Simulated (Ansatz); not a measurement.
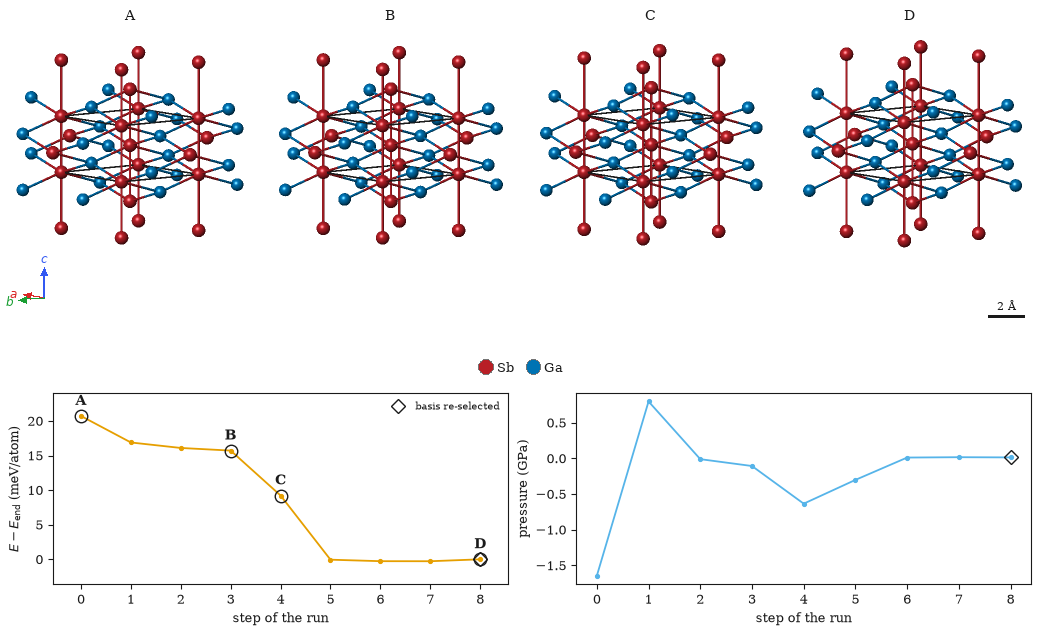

Frames of a relaxation of crystalline GaSb (set up in I-4m2), marked on the history of the run. Style: ball-and-stick. Shown: the conventional cell (2 times the calculation's cell), from a free direction. Lengths and directions refer to the drawn axes.

The run lets cell and atoms move.

Level of theory: Kohn-Sham DFT of a periodic cell, HSE06, Ansatz PAW (Ansatz).

Input
```yaml
crystal:
  lattice:
    - [-2.753434, 2.753434, 1.590707]
    - [2.753434, -2.753434, 1.590707]
    - [2.753434, 2.753434, -1.590707]
  atoms:
    - { symbol: Sb, position: [0.0, 0.0, 0.0] }
    - { symbol: Ga, position: [0.75, 0.25, 0.5] }
hamiltonian:
  xc: hse06
  pseudopotentials: { kind: paw }
kpoints:
  mp_grid: { grid: [5, 5, 5] }
scf:
  occupations: { method: fermi_dirac, width: 0.05 }
output:
  forces: true
  stress: true
  eigenvalues: true
  write_density: true
  write_potential: true
  elf: true
  volumetric_format: npy
relax:
  f_tol: 0.01
  max_steps: 40
  cell: { stress_tol: 0.05 }
```

Q: Describe the path.

A: After 7 accepted moves (8 points after the start) the energy has fallen by 20.7 meV per atom. All forces vanish by symmetry, so only the cell relaxes. Pressure: −1.64 GPa at the start and 0.01 GPa at the end. The SCF was repeated once at an unchanged geometry on a basis and grid sized afresh for the cell, which shifted the energy by 0.3 meV per atom at most. The atoms keep their places relative to the cell (all moves are under 0.005 Å). The volume changes by −2.3 %, with a = b 5.507 → 5.301 Å (−3.7 %), c 3.181 → 3.353 Å (+5.4 %). Near-neighbour distances that change, for instance: Sb–Sb 3.181 → 3.353 Å, Ga–Sb 2.866 → 2.780 Å. Among the angles between lasting bonds that change: Ga–Sb–Ga 147.8° → 144.9°, Sb–Ga–Sb 147.8° → 144.9°. The space group stays I-4m2 (No. 119). From step 0 to 3: volume −2.7 %, energy −5.0 meV per atom. From step 3 to 4: volume +0.4 %, energy −6.5 meV per atom. From step 4 to 8: energy −9.2 meV per atom.

```
step  E − E(0), meV/atom  pressure, GPa  volume, Å³/atom                      note
   0                0.00          -1.64           24.120                          
   1               -3.83           0.80           23.115                          
   2               -4.62          -0.01           23.428                          
   3               -5.00          -0.11           23.476                          
   4              -11.50          -0.63           23.575                          
   5              -20.78          -0.30           23.654                          
   6              -20.99           0.01           23.553                          
   7              -21.00           0.02           23.559                          
   8              -20.72           0.01           23.559  same geometry, new basis
```
